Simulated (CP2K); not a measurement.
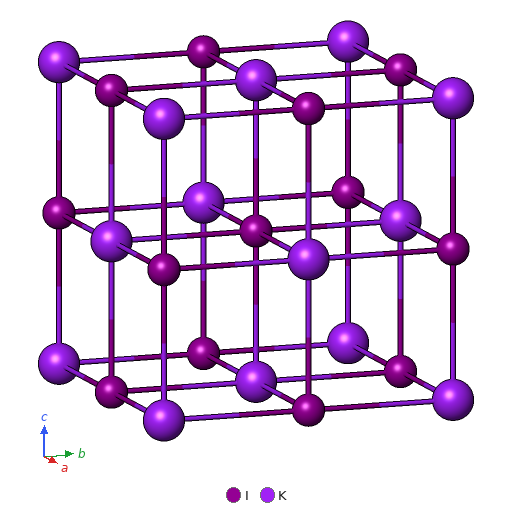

System: KI, space group Fm-3m (No. 225). The picture shows the conventional cell.

Structure:
```cif
data_structure
_symmetry_space_group_name_H-M 'P 1'
_symmetry_Int_Tables_number 1
_cell_length_a 4.9961
_cell_length_b 4.9961
_cell_length_c 4.9961
_cell_angle_alpha 60.000
_cell_angle_beta 60.000
_cell_angle_gamma 60.000
_cell_volume 88.18
loop_
_atom_site_label
_atom_site_type_symbol
_atom_site_fract_x
_atom_site_fract_y
_atom_site_fract_z
_atom_site_occupancy
I1 I 0.50000 0.50000 0.50000 1
K1 K 0.00000 0.00000 0.00000 1
```

Method: DFT in Gaussian orbitals with a plane-wave density, no spin polarisation; energies at scaled volumes of the given cell, shape and fractions fixed, counted from the fit's minimum, third-order Birch-Murnaghan fit (CP2K 2026.2). Level: PBE.

- k mesh: 7×7×7
- occupations: Fermi–Dirac
- smearing width: 0.05 eV
- potentials: GTH PBE with UZH TZVP basis
- density cutoff: 6123 eV
- program settings: ngrids 5, basis sets I TZVP-MOLOPT-PBE-GTH-q7, basis sets K TZVP-MOLOPT-PBE-GTH-q9, cutoff ry 450 Ry, rel cutoff ry 60 Ry

What does the calculation give for the energy and pressure against volume? The volume takes the values 41.45, 42.33, 43.21, 44.09, 44.97, 45.85, 46.74 Å³/atom.

A third-order Birch–Murnaghan fit gives V0 = 46.41 Å³/atom, B0 = 10.5 GPa and B′ = 4.9. The energy falls from 21.69 meV/atom at volume 41.45 Å³/atom to 0.07 meV/atom at 46.74 Å³/atom. The pressure falls from 1.56 GPa at volume 41.45 Å³/atom to −0.07 GPa at 46.74 Å³/atom.

```
volume (Å³/atom)  energy (meV/atom)  pressure (GPa)
           41.45              21.69            1.56
           42.33              14.08            1.21
           43.21               8.32            0.89
           44.09               4.20            0.61
           44.97               1.56            0.36
           45.85               0.23            0.13
           46.74               0.07           -0.07
```

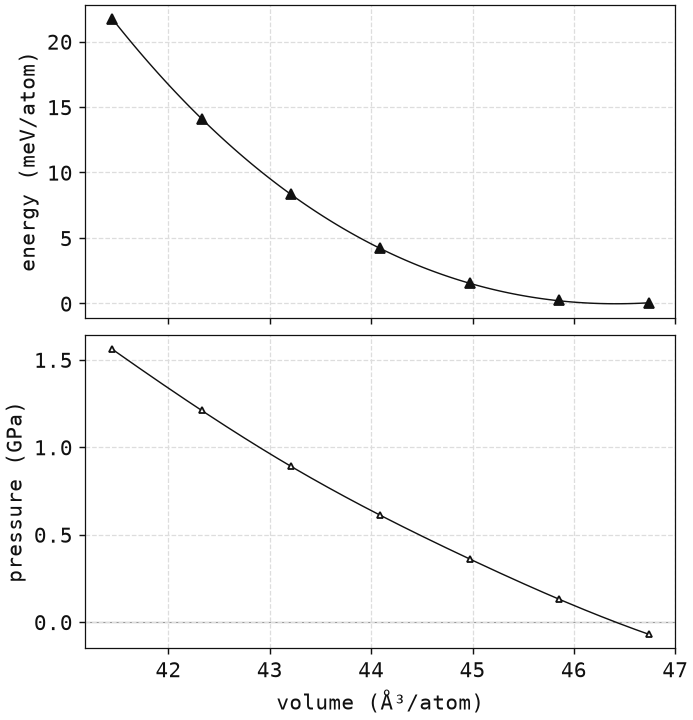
